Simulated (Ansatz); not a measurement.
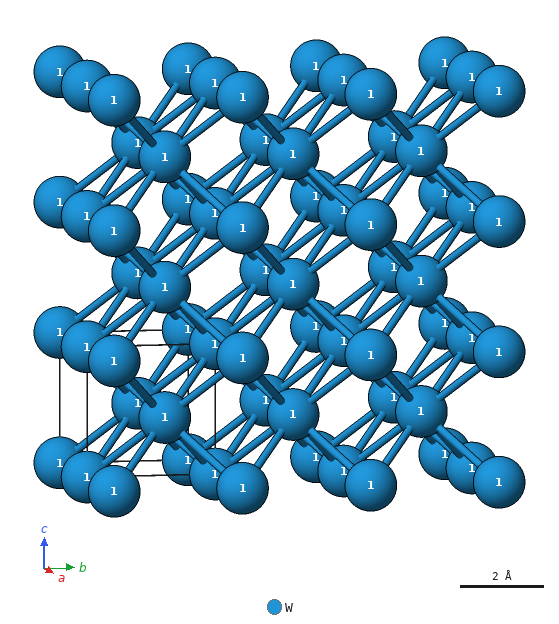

Reference structure: a symmetric starting cell of W. A ball-and-stick model of the conventional cell (2 times the calculation's cell), repeated 2 × 3 × 3 with one cell outlined, seen slightly off an axis. Lengths and directions refer to the drawn axes.

Computed with Ansatz 0.2.0, DFT PBE, scalar-relativistic, plane waves, PAW. Settings: plane-wave cutoff 420 eV; k-point mesh 18 × 18 × 18; occupations gaussian; smearing width 0.1 eV; no spin polarisation.

The variant: The cell is strained by −5.0 % along [1 1 −1] and +1.0 % across it (volume −3.2 %), the atoms keeping their fractional coordinates. No relaxation follows. The starting cell wasn't computed here and needn't be at equilibrium, so pressure and forces aren't due to the change alone.

### Predict the response.

The pressure is 8.1 GPa (not all of it need come from the change, since the unchanged cell can be under pressure at this level too). The principal stresses (compression positive) are 22.4 GPa along [1 1 −1] and 1.0 GPa across it. All forces vanish by symmetry. Among the bonded contacts that change: W–W 2.767 → 2.627 to 2.775 Å. The space group (tolerance 0.01 Å) goes from Im-3m (No. 229) to R-3m (No. 166).

Drawn alike, the variant:

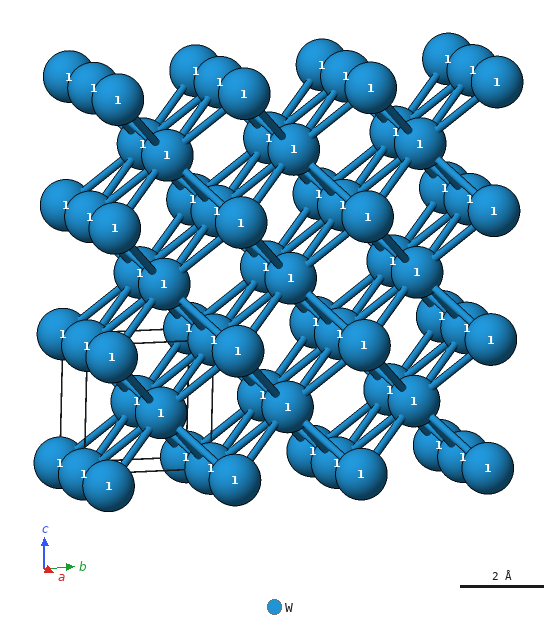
